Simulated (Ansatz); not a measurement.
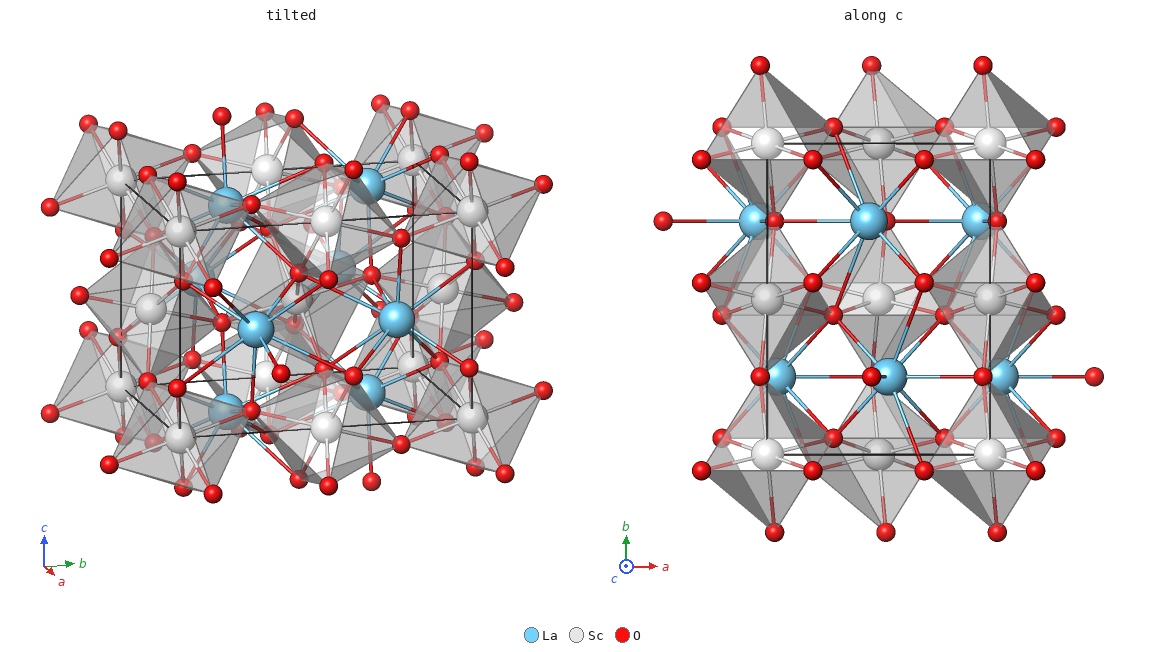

Polyhedral drawing of the structure, looking slightly off an axis and along the c axis. The lines enclose the conventional unit cell; boundary atoms appear with their images. Some neighbours outside the box are added.

LaScO₃, space group Pnma (No. 62), a = 5.796 Å, b = 8.096 Å, c = 5.678 Å, α = 90.00°, β = 90.00°, γ = 90.00°. The structure was taken from a structure listed in the Materials Project. Earlier steps of the study may have refined or changed the cell and positions. It went into a calculation with Ansatz.

This one geometry was computed with Ansatz (DFT, plane waves, PAW) at five levels of theory: PBE, PBE with spin-orbit coupling, HSE06, PBE0 and r2SCAN. It was relaxed beforehand with r2SCAN.

Q: Which level gives the highest pressure at this volume, and what does that say about its equilibrium volume?

A: Highest: PBE (2.4 GPa) and PBE with spin-orbit coupling (2.4 GPa), which points to the largest equilibrium volume. Lowest, with the smallest volume: HSE06 (-1.1 GPa) and PBE0 (-1.1 GPa). Levels within 0.5 GPa of each other can't be told apart.

Q: How does the band gap change with the level of theory?

A: PBE with spin-orbit coupling: a gap of 3.92 eV, direct; PBE: a gap of 3.93 eV, direct; r2SCAN: a gap of 4.50 eV, direct; HSE06: a gap of 5.85 eV, direct; PBE0: a gap of 6.61 eV, direct.

Q: Collect the results in a table.

A:
| level | cutoff (eV) | k-mesh of the run's cell | gap (eV) | pressure (GPa) |
| --- | --- | --- | --- | --- |
| PBE | 420 | 4×4×4 | 3.93 | 2.4 |
| PBE with spin-orbit coupling | 420 | 4×4×4 | 3.92 | 2.4 |
| HSE06 | 420 | 4×2×4 | 5.85 | -1.1 |
| PBE0 | 420 | 4×2×4 | 6.61 | -1.1 |
| r2SCAN | 500 | 4×4×4 | 4.50 | 0.0 |

Gaps are taken on the k-mesh or band path of each run.
